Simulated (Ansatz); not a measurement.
# Single-point calculation of CoO

System: CoO (4 atoms in the cell).
Method: DFT PBE, spin-orbit coupling, plane waves, PAW (Ansatz 0.2.0).

The structure derives from a Materials Project entry. The run did not end well. It belongs to a series of runs on one base structure; here: spin axis: a conventional axis. Figures and captions count atoms from 1; the log counts them from 0 in places.

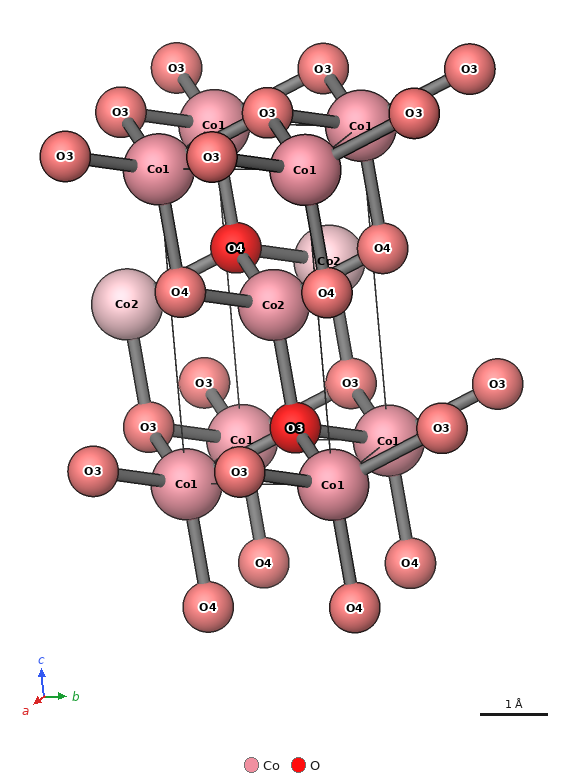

Fig. 1: The structure as given in the input (ball-and-stick view of the reduced cell, seen slightly off an axis; neighbours outside the cell are drawn fainter; atoms are numbered from 1 in the order of the input). Near neighbours in the crystal (not all of them lie inside the picture): Co has 4 O at 1.91 to 1.96 Å; O has 4 Co at 1.91 to 1.96 Å.

Outcome:

```csv
quantity,value
outcome,stopped at the time limit
space group (tolerance 0.01 Å),R3m (160)
hardware,"1 thread of Intel Xeon @ 2.50GHz (Skylake/Cascade Lake), 32 GiB of memory available, shared host"
wall time,18 min
peak memory,2.5 GiB
```

The run was cut off by its time limit, so the output is incomplete. The electronic state found may not be the lowest one.

Input:
```yaml
crystal:
  lattice:
    - [1.6022198417, 0.9250420569, 5.1329417806]
    - [-1.6022198417, 0.9250420569, 5.1329417806]
    - [0.0, -1.8500841138, 5.1329417806]
  atoms:
    - { symbol: Co, position: [0.99948773, 0.99948773, 0.99948773], spin: 3.0, spin_axis: [0.5, 0.8660254, 0.0] }
    - { symbol: Co, position: [0.49949059, 0.49949059, 0.49949059], spin: 3.0, spin_axis: [0.5, 0.8660254, 0.0] }
    - { symbol: O, position: [0.37549553, 0.37549553, 0.37549553] }
    - { symbol: O, position: [0.8755255, 0.8755255, 0.8755255] }
basis:
  ecutwfc: 420
kpoints:
  mp_grid: { grid: [12, 12, 12] }
hamiltonian:
  xc: pbe
scf:
  occupations: { method: gaussian, width: 0.01 }
  convergence: { dr2_threshold: 1.0e-10 }
output:
  forces: true
  stress: true
  eigenvalues: true
  populations: true
  write_density: true
  write_potential: true
  elf: true
  volumetric_format: npy
magnetization:
  noncollinear: true
  spin_orbit: true
```

Command:
```bash
ansatz run input.yaml --threads 1 --pin off --max-ram 2560MiB --backend cpu --events-out ev --progress --plain --runs-dir out
```

What the program printed:
```
basis.fft_grid_basis auto: the FFT boxes are laid along the combinations [[1, -1, 0], [0, 1, 0], [0, -1, 1]] of the cell's own vectors, 3.204, 5.456 and 3.204 Å long. The dense box has 24×40×24 points. Along the cell's own vectors, as sized, it would have 40×40×40, 2.78 times as many. basis.fft_grid_basis: typed keeps the cell's own vectors: state it where this run's energies or levels are differenced outside the engine with another run's, or held beside a run that keeps those vectors. Those combinations have planes normal to reciprocal vector 3, as the cell's own vectors have. Each planar average written beside output.write_density, output.write_potential has a row for each plane of the box: 24. The volumetric files lie along those combinations, not along the cell's own vectors: a cube or XSF file states them, and fields.json those of NumPy files.
Engine: ansatz 0.2.0, x86_64-unknown-linux-gnu
Pseudopotentials: kind: paw_fr
Pseudopotential: Co, paw_fr, valence charge 17, recommended cutoff 420 eV (normal), Co.paw.azcp#standard-fr
Pseudopotential: O, paw_fr, valence charge 6, recommended cutoff 420 eV (normal), O.paw.azcp#standard-fr
Functional definition: PBE
  parameter kappa = 0.804
  parameter beta = 0.06672455060314922
  exchange = pbe_x(kappa = kappa, mu = beta*pi^2/3)
  correlation = pbe_c(beta = beta)
Crystal: 4 atoms, lattice volume = 45.646 Å³
Basis set: ecut = 420 eV, 911 PW (Γ), FFT grids on a1−a2, a2, −a2+a3, exchange–correlation on 48×80×48 points (8 copies of the dense FFT grid, shifted against one another)
Bands: 56, of which v1, the nominal top of the filled ones, is band 46 counted from 1 (45 counted from 0)
Symmetry: 2 space group operations
Magnetic group: BNS 8.32 (UNI 39), of the structure as read, at distance tolerance 3.6e-5 Å
k-points: 936 of 1728
Projection manifold: j_resolved (fully-relativistic pseudo-atomic orbitals)
Non-local potential: Co, projectors of the file, l = 0: 3, l = 1: 4, l = 2: 6, l = 3: 2
Non-local potential: O, projectors of the file, l = 0: 2, l = 1: 4, l = 2: 2
PAW form: soft (Blöchl's): semilocal exchange-correlation on the pseudo side does not see the compensation charge
PAW one-centre angular grid: Co, 590 points (default); XC on 64 Gauss nodes
PAW one-centre angular grid: O, 110 points (default); XC on 64 Gauss nodes
Initial density: superposition of atomic densities (chi_scale 0.1, normalization cell, long waves kept (reshape's long-wave potential 0.00 eV rms))
Starting moments: Σ|m| = 6 μB on 2 of 4 sites
Initial wavefunctions: pseudopotential atomic-orbital guess
Functional: x = pbe(κ = 0.804, μ = 0.2195149727645171), c = pbe(β = 0.06672455060314922)
SCF iter   1: F=—  HF=-11389.672406 eV  |F-HF|=—  |Δ(HF+E_count)|=         —  Δρ=3.58e-1  dr2=4.65e1  dr2_m=8.86e0  ethr=3.10e-3  |M|=3.05e0 ∫|m|=3.05e0 μB  |m|>n=0.0e0 m-floor=0.0e0 τ_xc=7.0e-10 mc-row=0.0e0  β_m=0.30  ⟨swp⟩=8.1  Hψ=250538  notcnv=0  defer=7
preconditioner: auto → Kerker (q_TF=auto, 2.732 Å⁻¹)  [metal: Δε(μ)=0.002 eV  Ē_g=8.348 eV  σ=0.010 eV  W_gap=0.12  n_scr=16 (ndim 8)  ℏωp=30.1 eV  f_vac=0.000  D(μ)=2.67/eV (n_scr^D=28)]
spin=Noncollinear: Kerker preconditioning applied to the charge; magnetization (m_x, m_y, m_z) channels mix plain (no charge-response kernel on spin).
SCF iter   2: F=—  HF=-11385.468627 eV  |F-HF|=—  |Δ(HF+E_count)|=    4.20e0  Δρ=1.07e-1  dr2=2.55e0  dr2_m=4.87e-1  ethr=3.10e-3  |M|=5.58e0 ∫|m|=5.58e0 μB  |m|>n=0.0e0 m-floor=0.0e0 τ_xc=3.1e-4 mc-row=0.0e0  β_m=1.00  ⟨swp⟩=3.0  Hψ=125765  notcnv=0  defer=3643
SCF iter   3: F=—  HF=-11385.061833 eV  |F-HF|=—  |Δ(HF+E_count)|=   4.07e-1  Δρ=5.24e-2  dr2=6.91e-1  dr2_m=4.55e-2  ethr=3.10e-3  |M|=5.48e0 ∫|m|=5.49e0 μB  |m|>n=0.0e0 m-floor=0.0e0 τ_xc=7.7e-4 mc-row=0.0e0  β_m=0.30  ⟨swp⟩=2.2  Hψ=85223  notcnv=0  defer=3196
SCF iter   4: F=—  HF=-11385.313133 eV  |F-HF|=—  |Δ(HF+E_count)|=   2.51e-1  Δρ=6.09e-2  dr2=1.37e0  dr2_m=2.36e-1  ethr=1.50e-3  |M|=5.14e0 ∫|m|=5.15e0 μB  |m|>n=0.0e0 m-floor=0.0e0 τ_xc=1.7e-3 mc-row=0.0e0  β_m=0.30  ⟨swp⟩=3.0  Hψ=107048  notcnv=0  defer=3236
SCF iter   5: F=—  HF=-11385.288659 eV  |F-HF|=—  |Δ(HF+E_count)|=   2.45e-2  Δρ=3.62e-2  dr2=4.62e-1  dr2_m=8.30e-2  ethr=1.50e-3  |M|=5.24e0 ∫|m|=5.24e0 μB  |m|>n=0.0e0 m-floor=0.0e0 τ_xc=2.4e-3 mc-row=0.0e0  β_m=0.30  ⟨swp⟩=2.0  Hψ=61560  notcnv=0  defer=3229
SCF iter   6: F=—  HF=-11385.280223 eV  |F-HF|=—  |Δ(HF+E_count)|=   8.44e-3  Δρ=1.91e-2  dr2=9.52e-2  dr2_m=2.11e-2  ethr=1.00e-3  |M|=5.48e0 ∫|m|=5.49e0 μB  |m|>n=0.0e0 m-floor=0.0e0 τ_xc=3.1e-3 mc-row=0.0e0  β_m=1.00  ⟨swp⟩=2.0  Hψ=79860  notcnv=0  defer=3286
SCF iter   7: F=—  HF=-11385.315293 eV  |F-HF|=—  |Δ(HF+E_count)|=   3.51e-2  Δρ=1.50e-2  dr2=8.60e-2  dr2_m=5.68e-3  ethr=2.07e-4  |M|=5.56e0 ∫|m|=5.57e0 μB  |m|>n=0.0e0 m-floor=0.0e0 τ_xc=4.1e-3 mc-row=0.0e0  β_m=1.00  ⟨swp⟩=2.8  Hψ=96426  notcnv=0  defer=3251
SCF iter   8: F=—  HF=-11385.318369 eV  |F-HF|=—  |Δ(HF+E_count)|=   3.08e-3  Δρ=6.02e-3  dr2=4.15e-3  dr2_m=5.09e-3  ethr=1.87e-4  |M|=5.51e0 ∫|m|=5.51e0 μB  |m|>n=0.0e0 m-floor=0.0e0 τ_xc=4.9e-3 mc-row=0.0e0  β_m=0.30  ⟨swp⟩=2.0  Hψ=70454  notcnv=0  defer=3251
SCF iter   9: F=—  HF=-11385.336818 eV  |F-HF|=—  |Δ(HF+E_count)|=   1.84e-2  Δρ=6.04e-3  dr2=5.48e-3  dr2_m=5.12e-3  ethr=9.01e-6  |M|=5.49e0 ∫|m|=5.50e0 μB  |m|>n=0.0e0 m-floor=0.0e0 τ_xc=5.5e-3 mc-row=0.0e0  β_m=0.30  ⟨swp⟩=2.9  Hψ=104491  notcnv=0  defer=3247
SCF iter  10: F=—  HF=-11385.344825 eV  |F-HF|=—  |Δ(HF+E_count)|=   8.01e-3  Δρ=3.47e-3  dr2=1.17e-3  dr2_m=1.70e-3  ethr=9.01e-6  |M|=5.50e0 ∫|m|=5.51e0 μB  |m|>n=0.0e0 m-floor=0.0e0 τ_xc=6.1e-3 mc-row=0.0e0  β_m=1.00  ⟨swp⟩=2.0  Hψ=61860  notcnv=0  defer=3247
SCF iter  11: F=—  HF=-11385.349807 eV  |F-HF|=—  |Δ(HF+E_count)|=   4.98e-3  Δρ=1.34e-3  dr2=5.07e-4  dr2_m=1.80e-4  ethr=2.54e-6  |M|=5.51e0 ∫|m|=5.52e0 μB  |m|>n=0.0e0 m-floor=0.0e0 τ_xc=6.5e-3 mc-row=0.0e0  β_m=1.00  ⟨swp⟩=2.0  Hψ=102522  notcnv=0  defer=3247
SCF iter  12: F=—  HF=-11385.351795 eV  |F-HF|=—  |Δ(HF+E_count)|=   1.99e-3  Δρ=1.19e-3  dr2=4.09e-4  dr2_m=3.17e-5  ethr=1.10e-6  |M|=5.52e0 ∫|m|=5.52e0 μB  |m|>n=0.0e0 m-floor=0.0e0 τ_xc=7.0e-3 mc-row=0.0e0  β_m=1.00  ⟨swp⟩=2.1  Hψ=78875  notcnv=0  defer=3247
SCF iter  13: F=—  HF=-11385.353235 eV  |F-HF|=—  |Δ(HF+E_count)|=   1.44e-3  Δρ=5.08e-4  dr2=8.70e-5  dr2_m=3.98e-5  ethr=8.90e-7  |M|=5.52e0 ∫|m|=5.52e0 μB  |m|>n=0.0e0 m-floor=0.0e0 τ_xc=7.4e-3 mc-row=0.0e0  β_m=0.30  ⟨swp⟩=2.0  Hψ=98153  notcnv=0  defer=3247
Mixer restart at iter 13: flushing history
spin-set hold released at iteration 13 (site moments contracting): the magnetisation degrees of freedom join the quasi-Newton model from the next iteration; the mixer history was flushed
SCF iter  14: F=—  HF=-11385.354029 eV  |F-HF|=—  |Δ(HF+E_count)|=   7.94e-4  Δρ=6.74e-4  dr2=1.78e-4  dr2_m=2.29e-5  ethr=1.89e-7  |M|=5.52e0 ∫|m|=5.52e0 μB  |m|>n=0.0e0 m-floor=0.0e0 τ_xc=7.7e-3 mc-row=0.0e0  β_m=0.64  ⟨swp⟩=2.0  Hψ=96974  notcnv=0  defer=3247
SCF iter  15: F=—  HF=-11385.354951 eV  |F-HF|=—  |Δ(HF+E_count)|=   9.22e-4  Δρ=2.88e-3  dr2=3.52e-3  dr2_m=4.61e-4  ethr=1.89e-7  |M|=5.52e0 ∫|m|=5.53e0 μB  |m|>n=0.0e0 m-floor=0.0e0 τ_xc=8.3e-3 mc-row=0.0e0  β_m=0.34  ⟨swp⟩=2.0  Hψ=97388  notcnv=0  defer=3247  recentre
SCF iter  16: F=—  HF=-11385.354886 eV  |F-HF|=—  |Δ(HF+E_count)|=   6.48e-5  Δρ=3.35e-4  dr2=1.73e-5  dr2_m=1.25e-5  ethr=1.89e-7  |M|=5.52e0 ∫|m|=5.52e0 μB  |m|>n=0.0e0 m-floor=0.0e0 τ_xc=8.5e-3 mc-row=0.0e0  β_m=0.55  ⟨swp⟩=2.9  Hψ=95619  notcnv=0  defer=3247
SCF iter  17: F=—  HF=-11385.355107 eV  |F-HF|=—  |Δ(HF+E_count)|=   2.21e-4  Δρ=2.56e-4  dr2=1.52e-5  dr2_m=4.24e-6  ethr=3.76e-8  |M|=5.52e0 ∫|m|=5.53e0 μB  |m|>n=0.0e0 m-floor=0.0e0 τ_xc=9.1e-3 mc-row=0.0e0  β_m=0.58  ⟨swp⟩=2.0  Hψ=97974  notcnv=0  defer=3247
SCF iter  18: F=—  HF=-11385.355002 eV  |F-HF|=—  |Δ(HF+E_count)|=   1.05e-4  Δρ=1.21e-4  dr2=4.74e-6  dr2_m=1.87e-6  ethr=3.31e-8  |M|=5.52e0 ∫|m|=5.53e0 μB  |m|>n=0.0e0 m-floor=0.0e0 τ_xc=9.4e-3 mc-row=0.0e0  β_m=0.71  ⟨swp⟩=2.3  Hψ=79874  notcnv=0  defer=3247
SCF iter  19: F=—  HF=-11385.355001 eV  |F-HF|=—  |Δ(HF+E_count)|=   5.07e-7  Δρ=7.02e-5  dr2=1.44e-6  dr2_m=6.91e-7  ethr=1.03e-8  |M|=5.52e0 ∫|m|=5.52e0 μB  |m|>n=0.0e0 m-floor=0.0e0 τ_xc=9.4e-3 mc-row=0.0e0  β_m=0.86  ⟨swp⟩=2.0  Hψ=67229  notcnv=0  defer=3247
SCF iter  20: F=—  HF=-11385.355002 eV  |F-HF|=—  |Δ(HF+E_count)|=   6.75e-7  Δρ=3.73e-5  dr2=6.08e-7  dr2_m=9.18e-8  ethr=3.14e-9  |M|=5.52e0 ∫|m|=5.52e0 μB  |m|>n=0.0e0 m-floor=0.0e0 τ_xc=9.5e-3 mc-row=0.0e0  β_m=0.93  ⟨swp⟩=2.1  Hψ=71961  notcnv=0  defer=3247
SCF iter  21: F=—  HF=-11385.355002 eV  |F-HF|=—  |Δ(HF+E_count)|=   2.89e-8  Δρ=3.44e-5  dr2=5.23e-7  dr2_m=6.13e-8  ethr=1.32e-9  |M|=5.52e0 ∫|m|=5.52e0 μB  |m|>n=0.0e0 m-floor=0.0e0 τ_xc=9.5e-3 mc-row=0.0e0  β_m=0.96  ⟨swp⟩=1.4  Hψ=49539  notcnv=0  defer=3247
```

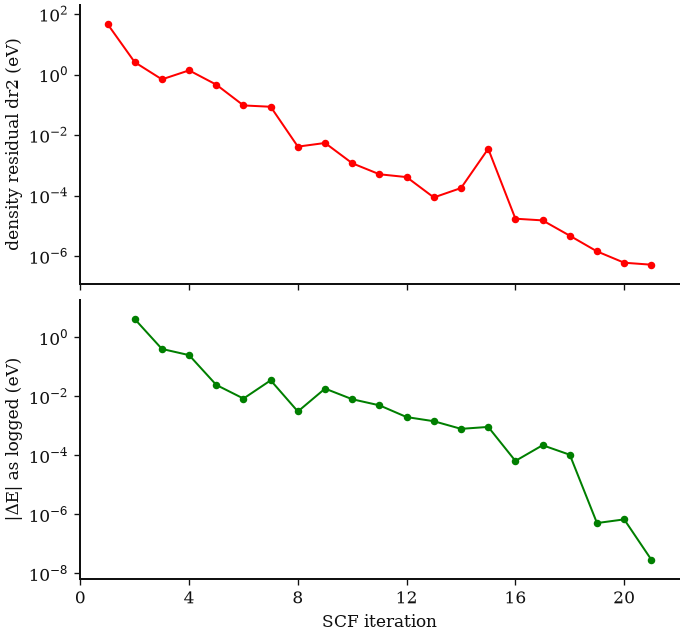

Fig. 2: Convergence of the self-consistent field: density residual dr2 and size of the energy change against the SCF iteration. The run ended after 21 iterations.
